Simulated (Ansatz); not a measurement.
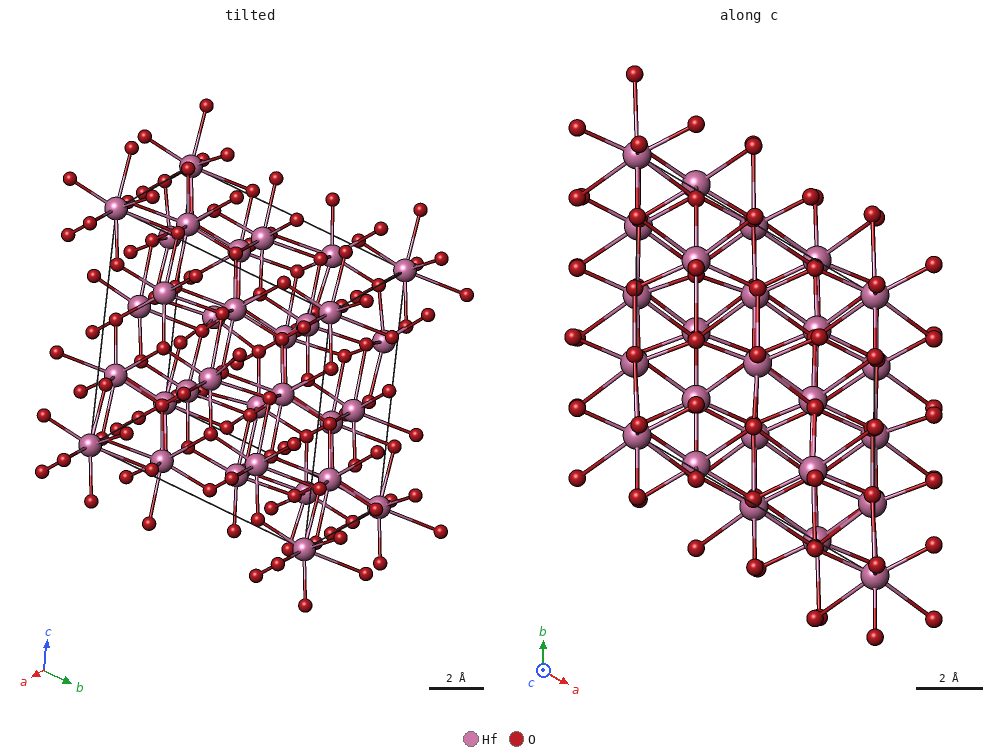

This ball-and-stick model is shown slightly off an axis and along the c axis. The box is the simulation cell; atoms on or close to its faces, edges and corners are drawn wherever they repeat. A few atoms beyond the faces are included.

State composition, symmetry and coordination.

The structure is one of Hf16O31. Symmetry: Fmm2 (No. 42), face-centred orthorhombic lattice. There are 47 atoms in the cell: 16 Hf, 31 O. The coordination, counted out to bonding distance, is Hf 6 to 8 (mean 7.6) and O 3 to 4 (mean 3.9). Not all metal-metal contacts are counted.

It goes back to a structure listed in the Materials Project, repeated into a supercell with a point defect put in. The atoms were relaxed in a fixed cell with DFT PBE, scalar-relativistic, plane waves, PAW in Ansatz 0.2.0.
